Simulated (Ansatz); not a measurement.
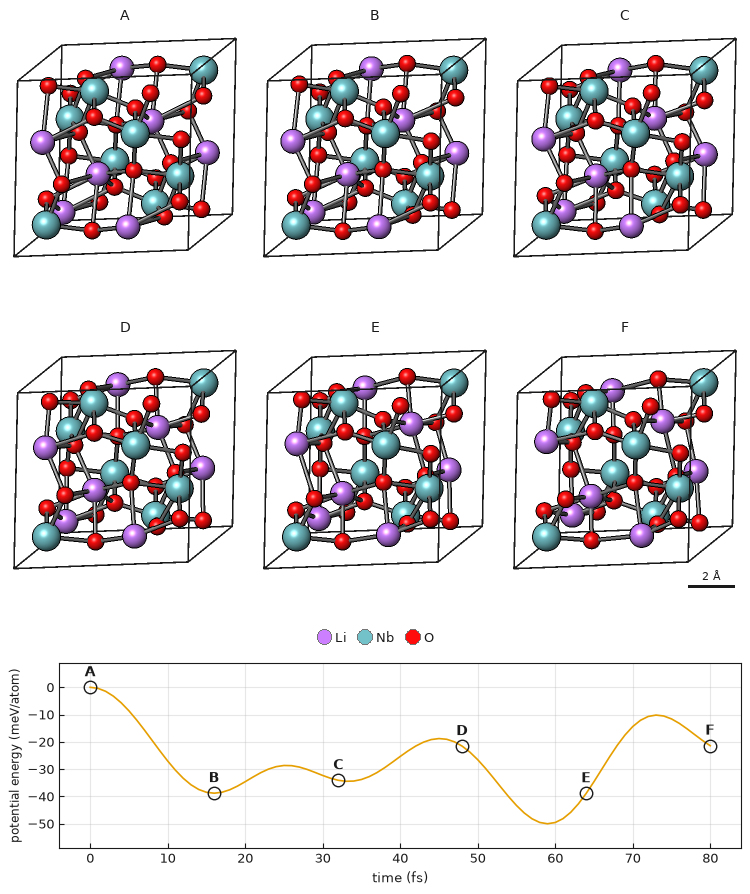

First-principles dynamics of LiNbO$_{3}$ with a Li vacancy (39 atoms in the cell, charge -1), 80 fs long. Frames (A at 0 fs, B at 16 fs, C at 32 fs, D at 48 fs, E at 64 fs, F at 80 fs) and the history of the run. The picture is a ball-and-stick view of the simulation cell, seen slightly off an axis. Bonds to atoms that aren't drawn are left out.

Method: DFT r2SCAN, scalar-relativistic, plane waves, PAW (Ansatz). Set-up: plane-wave cutoff 500 eV; k-point mesh 1 × 1 × 1; Fermi-Dirac smearing 0.05 eV; Nosé-Hoover thermostat (NVT); set temperature 500 K; time step 1 fs; atoms at rest at the start; thermostat time 100.0 fs.

The input:
```yaml
crystal:
  lattice:
    - [-5.31624, -3.069333, 4.88104]
    - [5.31624, -3.069333, 4.88104]
    - [0.0, 6.138665, 4.88104]
  atoms:
    - { symbol: Li, position: [0.379, 0.379, 0.379] }
    - { symbol: Li, position: [0.621, 0.621, 0.621] }
    - { symbol: Nb, position: [0.1457, 0.1457, 0.1457] }
    - { symbol: Nb, position: [0.8543, 0.8543, 0.8543] }
    - { symbol: O, position: [0.584, 0.3855, 0.7445] }
    - { symbol: O, position: [0.7445, 0.584, 0.3855] }
    - { symbol: O, position: [0.3855, 0.7445, 0.584] }
    - { symbol: O, position: [0.416, 0.6145, 0.2555] }
    - { symbol: O, position: [0.2555, 0.416, 0.6145] }
    - { symbol: O, position: [0.6145, 0.2555, 0.416] }
    - { symbol: Li, position: [0.879, 0.879, 0.379] }
    - { symbol: Li, position: [0.121, 0.121, 0.621] }
    - { symbol: Nb, position: [0.6457, 0.6457, 0.1457] }
    - { symbol: Nb, position: [0.3543, 0.3543, 0.8543] }
    - { symbol: O, position: [0.084, 0.8855, 0.7445] }
    - { symbol: O, position: [0.2445, 0.084, 0.3855] }
    - { symbol: O, position: [0.8855, 0.2445, 0.584] }
    - { symbol: O, position: [0.916, 0.1145, 0.2555] }
    - { symbol: O, position: [0.7555, 0.916, 0.6145] }
    - { symbol: O, position: [0.1145, 0.7555, 0.416] }
    - { symbol: Li, position: [0.121, 0.621, 0.121] }
    - { symbol: Nb, position: [0.6457, 0.1457, 0.6457] }
    - { symbol: Nb, position: [0.3543, 0.8543, 0.3543] }
    - { symbol: O, position: [0.084, 0.3855, 0.2445] }
    - { symbol: O, position: [0.2445, 0.584, 0.8855] }
    - { symbol: O, position: [0.8855, 0.7445, 0.084] }
    - { symbol: O, position: [0.916, 0.6145, 0.7555] }
    - { symbol: O, position: [0.7555, 0.416, 0.1145] }
    - { symbol: O, position: [0.1145, 0.2555, 0.916] }
    - { symbol: Li, position: [0.379, 0.879, 0.879] }
    - { symbol: Li, position: [0.621, 0.121, 0.121] }
    - { symbol: Nb, position: [0.1457, 0.6457, 0.6457] }
    - { symbol: Nb, position: [0.8543, 0.3543, 0.3543] }
    - { symbol: O, position: [0.584, 0.8855, 0.2445] }
    - { symbol: O, position: [0.7445, 0.084, 0.8855] }
    - { symbol: O, position: [0.3855, 0.2445, 0.084] }
    - { symbol: O, position: [0.416, 0.1145, 0.7555] }
    - { symbol: O, position: [0.2555, 0.916, 0.1145] }
    - { symbol: O, position: [0.6145, 0.7555, 0.916] }
total_charge: -1
basis:
  ecutwfc: 500.0
kpoints:
  mp_grid: { grid: [1, 1, 1] }
hamiltonian:
  xc: r2scan
scf:
  occupations: { method: fermi_dirac, width: 0.05 }
  lower_state_search: "off"
  max_iter: 94
md:
  timestep: 1
  n_steps: 80
  ensemble: nvt_nose_hoover
  temperature: 500.0
  initial_velocities: zero
  seed: 636502
  nose_hoover: { tau: 100.0, chain_length: 1 }
```

Command:
```bash
ansatz run input.yaml --threads 4 --pin off --max-ram 10240MiB --backend cpu --events-out ev --progress --plain --runs-dir out
```

> What do the frames and curves show?

In the second half of the run the atoms are, in the root-mean-square, this far from where they began (common drift taken out): Li 0.48 Å, O 0.21 Å, Nb 0.03 Å. The run lasts only 80 fs, too short to tell vibration from diffusion. The mean temperature in the second half is 276 K (standard deviation 97 K). That is still far from the set 500 K: the thermostat hasn't settled it within this run. The potential energy in the second half lies on average 27.4 meV per atom below the first frame. That a heated cell lies below the ordered start is most likely an artefact of the coarse k-point mesh. The conserved quantity stays between −0.11 and 0.01 meV per atom of its start. A straight-line fit has a slope that amounts to +0.007 meV per atom over 80 fs (under 0.1 % of the mean kinetic energy), its mean offset in the second half is 0.1 %, and the ripple about the line is 0.3 % of the kinetic energy's fluctuation. With a drift under 2 % and a ripple under 7 %, the integration is accurate. The atoms start at rest, so the thermostat has only the motion that the forces set off to work on.

Limits of the set-up: the periodic images lie only 7.8 Å apart, so the values are limited by the cell's size; the cell is charged, on a uniform background, and energies carry no finite-size correction.

Cost: 12 min on 4 threads of Intel(R) Xeon(R) Platinum 8259CL CPU @ 2.50GHz (Skylake/Cascade Lake), with other jobs on the host, peak memory 1.5 GiB.
